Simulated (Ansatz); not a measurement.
Input

```
crystal:
  lattice:
    - [3.1877810946, 0.0, 0.0]
    - [-1.5938905473, 2.7606994096, 0.0]
    - [0.0, 0.0, 14.7749679767]
  atoms:
    - { symbol: W, position: [0.3333333333, 0.6666666667, 0.25] }
    - { symbol: W, position: [0.6666666667, 0.3333333333, 0.75] }
    - { symbol: S, position: [0.354326401, 0.6820346588, 0.6436696682] }
    - { symbol: S, position: [0.6666666667, 0.3333333333, 0.1436696682] }
    - { symbol: S, position: [0.3123402656, 0.6512986745, 0.8563303318] }
    - { symbol: S, position: [0.6666666667, 0.3333333333, 0.3563303318] }
basis:
  ecutwfc: 420
kpoints:
  mp_grid: { grid: [12, 12, 2] }
hamiltonian:
  xc: pbe
scf:
  occupations: { method: gaussian, width: 0.05 }
output:
  forces: true
  stress: true
  eigenvalues: true
  write_density: true
  write_potential: true
  elf: true
  volumetric_format: npy
```

Command:

```sh
ansatz run input.yaml --threads 2 --pin off --max-ram 5120MiB --backend cpu --events-out ev --progress --plain --runs-dir out
```

Below, planes, directions and counts refer to the conventional cell (a = 3.19 Å, b = 3.19 Å, c = 14.77 Å, α = 90.00°, β = 90.00°, γ = 120.00°).

Space group P1; not relaxed (largest force 0.6 eV/Å).

Method: Ansatz 0.2.0, DFT PBE, scalar-relativistic, plane waves, PAW.

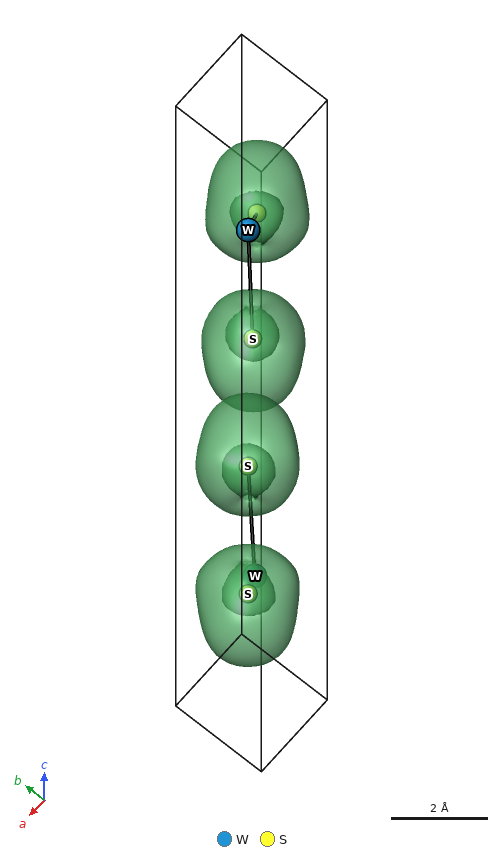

WS2. Isosurface of the ELF at 0.7 (green), seen at an oblique angle. Only the valence region is drawn (cores and ρ < 0.01 e/Å³ removed). Sticks mark near contacts.

> Where are the electrons localised?

At this value the surface marks out four regions wrapped around S (the valence shell of each), counted in one cell of 6 atoms. Any copies at cell faces, edges or corners count once. Profiles from the grid: W–S (2.38 Å): the ELF peaks at about 0.85 in the valence shell of S, 0.8 Å from its nucleus, and is about 0.50 at the midpoint. W–S (2.42 Å): the ELF peaks at about 0.85 in the valence shell of S, 0.8 Å from its nucleus, and is about 0.50 at the midpoint.

> Metal or insulator at this level of theory?

It is gapped, with a Kohn–Sham gap of 1.6 eV on the k-point mesh (the band edges may lie off the mesh, which would make the gap smaller).
